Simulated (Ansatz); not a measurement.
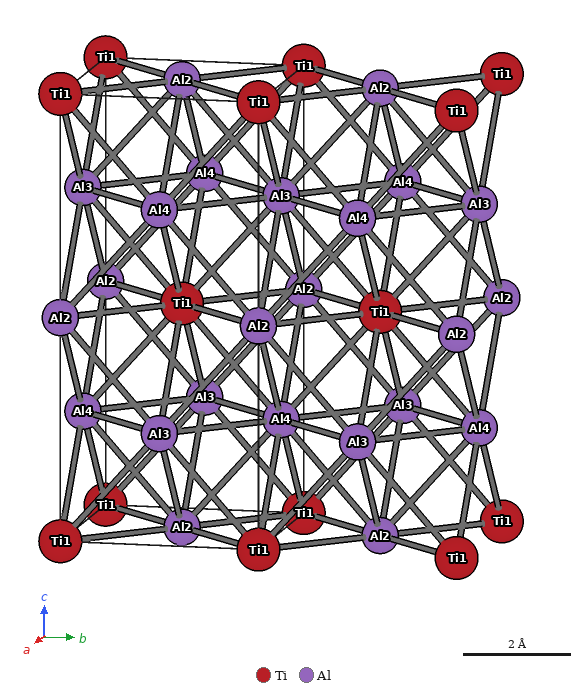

Reference structure: a symmetric starting cell of TiAl3. Style: ball-and-stick. Shown: the conventional cell (2 times the calculation's cell), repeated 1 × 2 × 1 with one cell outlined, slightly off an axis. Lengths and directions refer to the drawn axes.

Theory: Ansatz, DFT PBE, scalar-relativistic, plane waves, PAW. (plane-wave cutoff 420 eV; k-point mesh 16 × 16 × 16; occupations gaussian; smearing width 0.1 eV; no spin polarisation)

Change: The cell is strained by −2.2 % along c and +6.8 % across it (volume +11.5 %), the atoms keeping their fractional coordinates. No relaxation follows. The starting cell wasn't computed here and needn't be at equilibrium, so pressure and forces aren't due to the change alone.

The input:
```yaml
crystal:
  lattice:
    - [-2.0407753657, 2.0407753657, 4.1858519809]
    - [2.0407753657, -2.0407753657, 4.1858519809]
    - [2.0407753657, 2.0407753657, -4.1858519809]
  atoms:
    - { symbol: Ti, position: [0.0, 0.0, 0.0] }
    - { symbol: Al, position: [0.5, 0.5, 0.0] }
    - { symbol: Al, position: [0.75, 0.25, 0.5] }
    - { symbol: Al, position: [0.25, 0.75, 0.5] }
basis:
  ecutwfc: 420
kpoints:
  mp_grid: { grid: [16, 16, 16] }
hamiltonian:
  xc: pbe
scf:
  occupations: { method: gaussian, width: 0.1 }
output:
  forces: true
  stress: true
  eigenvalues: true
```

Command:
```bash
ansatz run input.yaml --threads 1 --pin off --max-ram 1331MiB --backend cpu --events-out ev --progress --plain --runs-dir out
```

Q: Predict the response.

A: The pressure is −7.6 GPa (not all of it need come from the change, since the unchanged cell can be under pressure at this level too). The principal stresses (compression positive) are 0.2 GPa along c and −11.6 GPa across it. All forces vanish by symmetry. Among the bonded contacts that change: Al–Al 2.703 → 2.886 Å, Al–Ti 2.703 → 2.886 Å, Al–Al 2.869 → 2.923 Å, Al–Ti 2.869 → 2.923 Å. The space group stays I4/mmm (No. 139).

The changed structure in the same view:

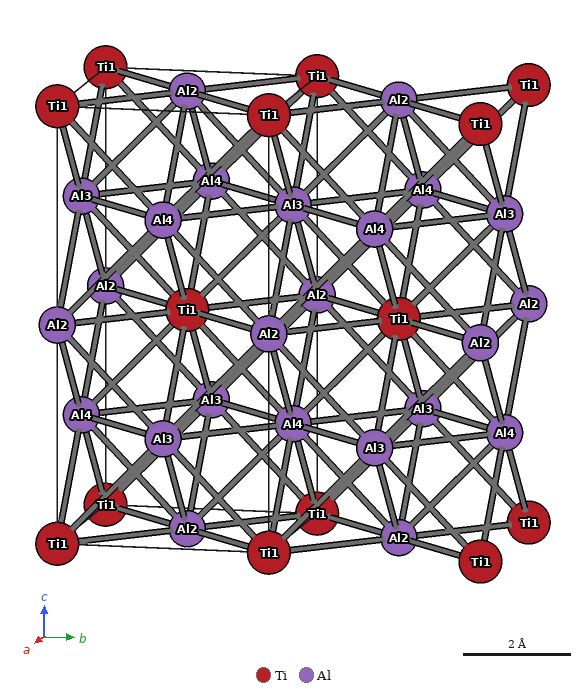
